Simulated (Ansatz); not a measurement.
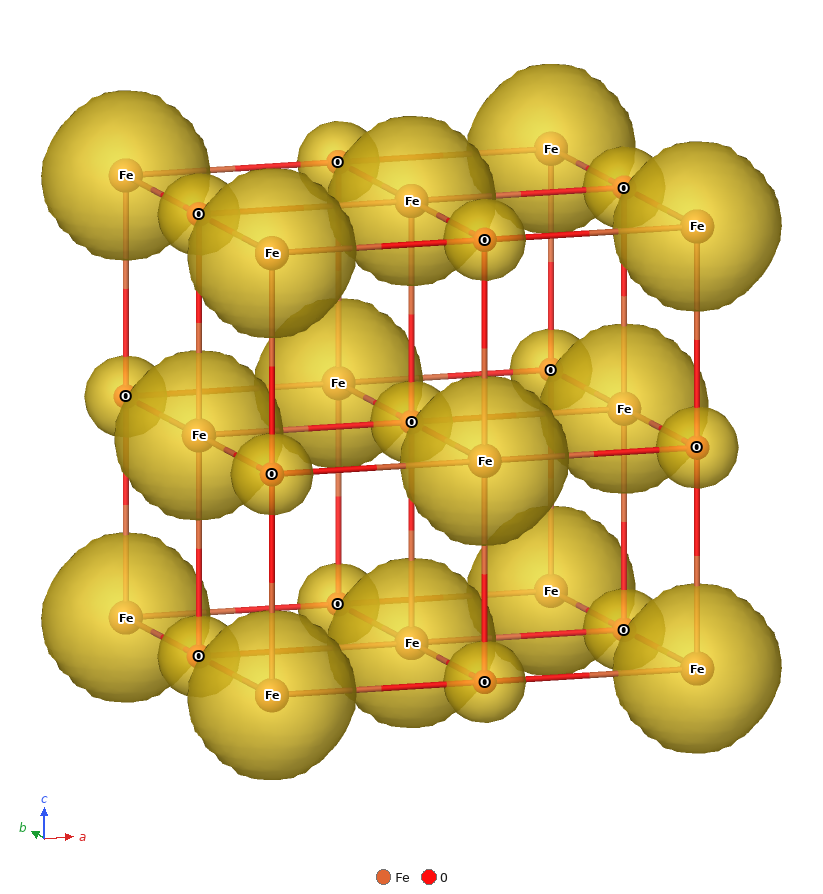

Figure. FeO. Isosurface of the magnetisation density (up minus down) at +0.3 e/Å³ (yellow), seen slightly off an axis. Sticks mark near contacts.

Space group Fm-3m; started from the FeO prototype; changed on purpose from its base cell (volume × 1.040); computed pressure about −7 GPa in this cell; spin-polarised.

Computed with DFT PBE, scalar-relativistic, plane waves, PAW (Ansatz).

In a PAW calculation such maps are meaningful between the atoms, not at the nuclei.

> Which atoms carry the moments, and with what signs?

The spin density sits on Fe: +3.5 μB (×4) in one cell of 8 atoms, with smaller moments on other sites: O (up to +0.31 μB): parallel main moments, as they must be, since the calculation's own cell holds one magnetic site. The cell of the calculation (2 atoms) carries 4.0 μB of net spin moment.
